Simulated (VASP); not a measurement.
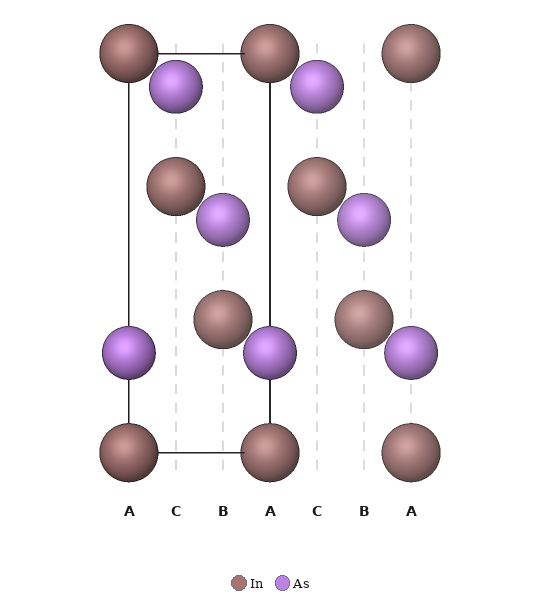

The picture looks along a close-packed row of the hexagonal mesh; [111] points upwards. The dashed lines mark the three columns A (0, 0), B (1/3, 2/3) and C (2/3, 1/3). The box is the hexagonal cell of the face-centred cubic lattice. The sequence starts with the first layer at or above the cell's origin.

System InAs; source of the atomic positions: the end point of a relaxation with VASP Kohn-Sham DFT of a periodic cell, PBEsol with D3, VASP PAW PBE potentials, recommended in VASP 6.6.1.

List the layers of one repeat.

Answer. In(A) – As(A) – In(B) – As(B) – In(C) – As(C) (six layers in 10.48 Å).

How are the As layers alone stacked?

Answer. As layers alone: ABC, the cubic close-packed type.

Which positions between or in the As layers do the other atoms fill?

Answer. In: three tetrahedral sites, counted in one hexagonal cell.

What short polytype symbol fits?

Answer. Polytype symbol 3C, the symbol of a tetrahedral polytype (number of double layers in the repeat and lattice).

Heights of the layers:

```
layer  atoms (column)  height (Å)  to next (Å)
    1           In(A)        0.00         2.62
    2           As(A)        2.62         0.87
    3           In(B)        3.49         2.62
    4           As(B)        6.11         0.87
    5           In(C)        6.99         2.62
    6           As(C)        9.61         0.87
```
